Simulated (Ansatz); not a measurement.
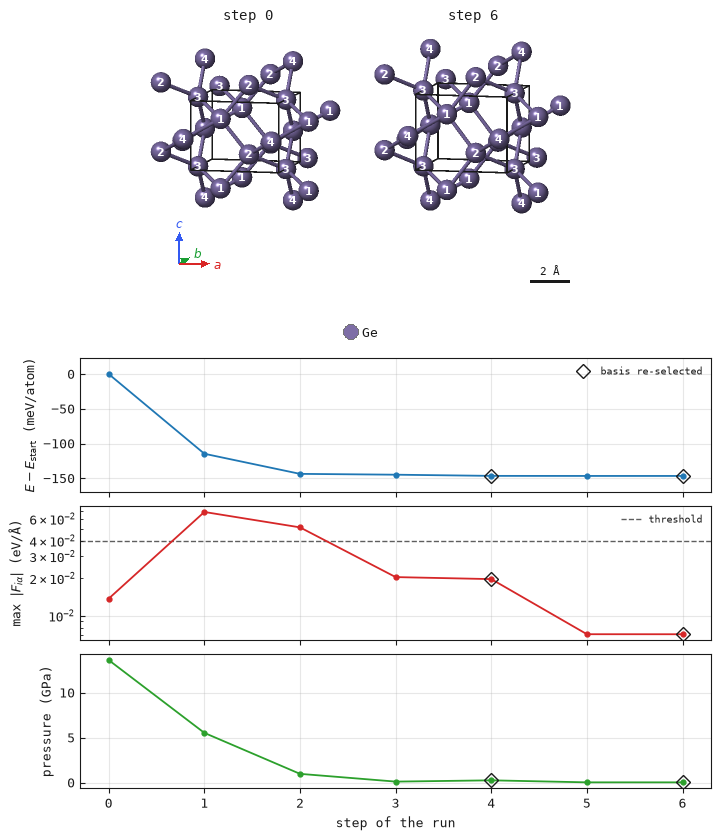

First and last geometry of a relaxation of a crystal of Ge (a generated structure, set up in P4_122) (coarse preliminary run), with the history of the run. Style: ball-and-stick. Shown: the cell of the calculation, slightly off an axis.

The calculation used DFT PBE, scalar-relativistic, plane waves, PAW in Ansatz. Set-up: plane-wave cutoff 420 eV; k-point mesh 4 × 4 × 6; occupations gaussian; smearing width 0.1 eV; no spin polarisation; cell and atoms relaxed; force threshold 0.04 eV/Å; at most 70 steps.

Read the history and describe the run.

It converged. After 4 accepted moves (6 points after the start) the energy has fallen by 147 meV per atom. The largest force component goes from 0.014 to 0.0071 eV/Å. Pressure: 13.63 GPa at the start and 0.03 GPa at the end. The SCF was repeated twice at an unchanged geometry on a basis and grid sized afresh for the cell, which shifted the energy by 1.7 meV per atom at most. The largest moves relative to the cell, 0.017 Å, are those of Ge1, Ge2, Ge3 and Ge4. Ge1 goes along +a. The volume changes by +17.2 %, with a = b 4.708 → 4.879 Å (+3.6 %), c 3.635 → 3.966 Å (+9.1 %). Some distances before and after: Ge1–Ge2 2.370 → 2.512 Å, Ge1–Ge3 2.430 → 2.560 Å. Bond angles that change, for instance: Ge2–Ge1–Ge2 100.2° → 104.3°, Ge2–Ge1–Ge4 97.7° → 95.4°. The space group stays P4_122 (No. 91).
